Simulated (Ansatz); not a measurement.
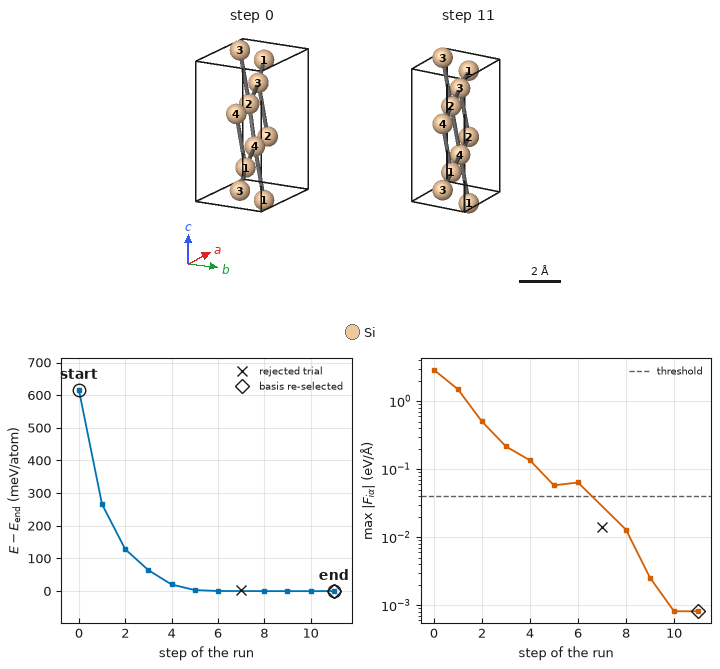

First and last geometry of a relaxation of solid Si (built on the iodine_64 type) (coarse preliminary run), with the history of the run. The picture is a ball-and-stick view of the cell of the calculation, seen from a free direction.

Case: iodine type (Cmce, No. 64).

The calculation used DFT PBE, scalar-relativistic, plane waves, PAW in Ansatz 0.2.0. Settings: plane-wave cutoff 420 eV; k-point mesh 6 × 6 × 2; occupations gaussian; smearing width 0.1 eV; no spin polarisation; cell and atoms relaxed; force threshold 0.04 eV/Å; at most 70 steps.

> Read the history and describe the run.

It converged. Over 9 accepted moves (11 points after the start) the energy falls by 616 meV per atom. Largest force component: 2.9 eV/Å at the start, 0.00082 eV/Å at the end. Pressure: −4.63 GPa at the start and −0.04 GPa at the end. The line search rejected the trial step at point 7 of the run. At 1 point the geometry stayed and the basis and grid were re-selected for the new cell (energy shift of 0.2 meV per atom at most each time). The largest moves relative to the cell, 0.36 Å, are those of Si1, Si2, Si3 and Si4. Si4 goes roughly along [−1 1 0]. Cell: a = b 3.445 → 2.874 Å (−16.6 %), c 7.749 → 7.322 Å (−5.5 %), γ 66.9° → 77.2°. Volume −30.3 %. Among the contacts that change: Si1–Si3 3.219 → 2.562 Å, Si1–Si4 3.537 → 2.898 Å, Si1–Si3 (another image) 3.482 → 2.898 Å, Si1–Si1 3.445 → 2.874 Å. New bonds form: Si1–Si3 (3.22 → 2.56 Å), Si2–Si4 (3.22 → 2.56 Å). The space group (tolerance 0.01 Å) goes from Cmce (No. 64) to Fmmm (No. 69). The run took of the order of 24 core-seconds on a shared host.

```json
{"step": "0", "E − E(0), meV/atom": "0.00", "largest force component, eV/Å": "2.8894", "pressure, GPa": "-4.63", "volume, Å³/atom": "21.155", "note": ""}
{"step": "1", "E − E(0), meV/atom": "-350.19", "largest force component, eV/Å": "1.4965", "pressure, GPa": "-5.27", "volume, Å³/atom": "18.436", "note": ""}
{"step": "2", "E − E(0), meV/atom": "-487.78", "largest force component, eV/Å": "0.5039", "pressure, GPa": "2.90", "volume, Å³/atom": "16.036", "note": ""}
{"step": "3", "E − E(0), meV/atom": "-551.90", "largest force component, eV/Å": "0.2164", "pressure, GPa": "1.93", "volume, Å³/atom": "15.197", "note": ""}
{"step": "4", "E − E(0), meV/atom": "-595.76", "largest force component, eV/Å": "0.1355", "pressure, GPa": "-1.09", "volume, Å³/atom": "15.218", "note": ""}
{"step": "5", "E − E(0), meV/atom": "-612.87", "largest force component, eV/Å": "0.0580", "pressure, GPa": "-0.51", "volume, Å³/atom": "14.697", "note": ""}
{"step": "6", "E − E(0), meV/atom": "-615.72", "largest force component, eV/Å": "0.0639", "pressure, GPa": "-0.29", "volume, Å³/atom": "14.789", "note": ""}
{"step": "7", "E − E(0), meV/atom": "-614.16", "largest force component, eV/Å": "0.0142", "pressure, GPa": "0.02", "volume, Å³/atom": "14.695", "note": "rejected"}
{"step": "8", "E − E(0), meV/atom": "-616.04", "largest force component, eV/Å": "0.0129", "pressure, GPa": "0.40", "volume, Å³/atom": "14.679", "note": ""}
{"step": "9", "E − E(0), meV/atom": "-616.08", "largest force component, eV/Å": "0.0025", "pressure, GPa": "-0.16", "volume, Å³/atom": "14.761", "note": ""}
{"step": "10", "E − E(0), meV/atom": "-616.14", "largest force component, eV/Å": "0.0008", "pressure, GPa": "-0.01", "volume, Å³/atom": "14.738", "note": ""}
{"step": "11", "E − E(0), meV/atom": "-615.97", "largest force component, eV/Å": "0.0008", "pressure, GPa": "-0.04", "volume, Å³/atom": "14.738", "note": "same geometry, new basis"}
```

Limits of the set-up: the k-point mesh is coarse for a cell with partly filled bands.
